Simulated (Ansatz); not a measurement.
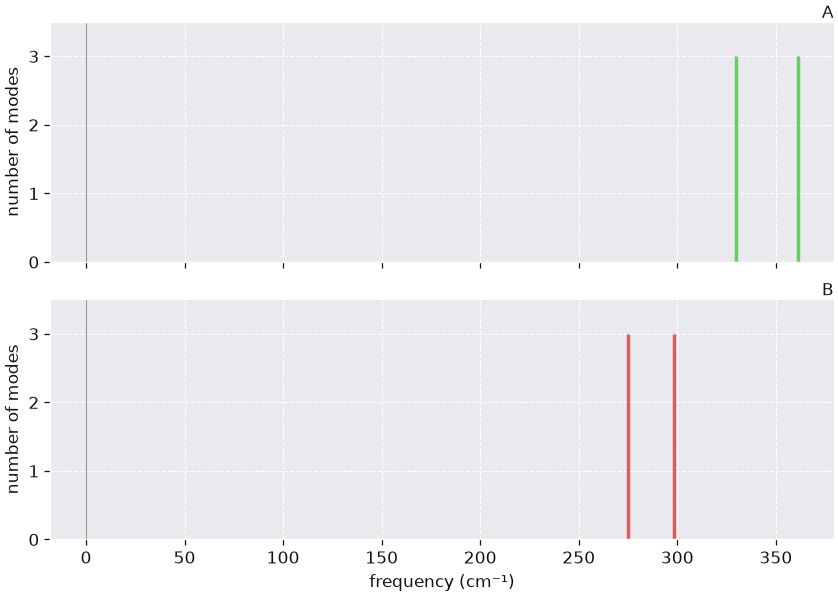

The figure compares two calculations of the zone-centre optical phonon frequencies (the three acoustic modes are left out). The first is for Al₂Cu, space group Fm-3m (No. 225).

Cell as given: a = 3.878 Å, b = 3.878 Å, c = 3.878 Å, α = 120.00°, β = 120.00°, γ = 90.00°; 3 atoms.

How it was computed, with Ansatz 0.2.0: harmonic phonon frequencies at the zone centre with atoms at rest in the given cell, without the long-range term of polar modes, the three translations left out, imaginary frequencies are negative; plane waves with PAW datasets, Γ-centred k mesh. Level: PBEsol, no spin polarisation.

- wave cutoff: 420 eV
- k mesh: 16×16×16
- occupations: Fermi–Dirac
- smearing width: 0.15 eV
- pressure: 18 GPa
- phonon method: linear response

In the second, the cell is expanded by 11.6 % in volume, to 15.35 Å³/atom. The second calculation uses k mesh 14×14×14.

Question: Which of A and B is the second calculation, and what did the change do?

Answer: B. The highest mode falls from 361.4 to 298.2 cm⁻¹ (−17 %) and the lowest optical mode falls from 329.6 to 274.9 cm⁻¹ (−17 %). The shift of the highest mode amounts to a Grüneisen parameter of 1.75.

For both, limits of the calculation: metal sensitive to the k mesh.
